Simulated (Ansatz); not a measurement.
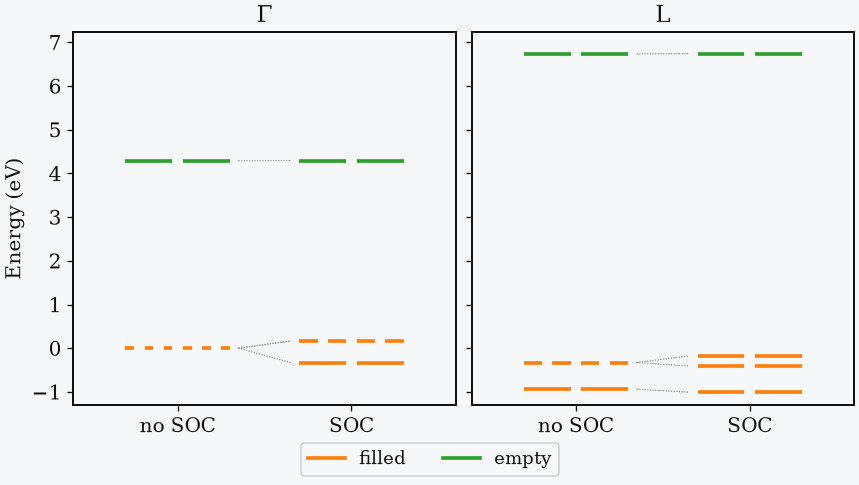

Levels at Γ and L, each bar one state with spin counted. Zero is the valence top without spin-orbit coupling, and the two sets are aligned on the mean of the six top valence states at Γ.

System: rocksalt RbBr, space group Fm-3m, 2 atoms in the primitive cell, relaxed with r2SCAN; cubic a = 6.922 Å. Run without spin-orbit coupling: PBE, Ansatz PAW set, 6×6×6 k mesh, 420 eV cutoff, Fermi-Dirac smearing of 0.02 eV (Ansatz). Run with it: PBE, Ansatz PAW set, 6×6×6 k mesh, 420 eV cutoff, fixed occupations (Ansatz 0.2.0). Neither carries moments.

Question: How does spin-orbit coupling split the valence top at Γ?

Answer: The threefold valence top at Γ (six states with spin) splits into a fourfold level on top and a twofold one 0.49 eV below it, the split-off level.

Question: What happens to the direct gaps?

Answer: The vertical gap goes from 4.29 to 4.13 eV at Γ and from 7.07 to 6.92 eV at L. A third of the splitting is 0.16 eV, which accounts for the change at Γ: the fourfold level rises by about that much.

Question: And the smallest gap over all k points computed?

Answer: It narrows from 4.29 eV (valence top at Γ, conduction bottom at Γ) to 4.13 eV.

LDA, GGA and most meta-GGA functionals understate gaps.
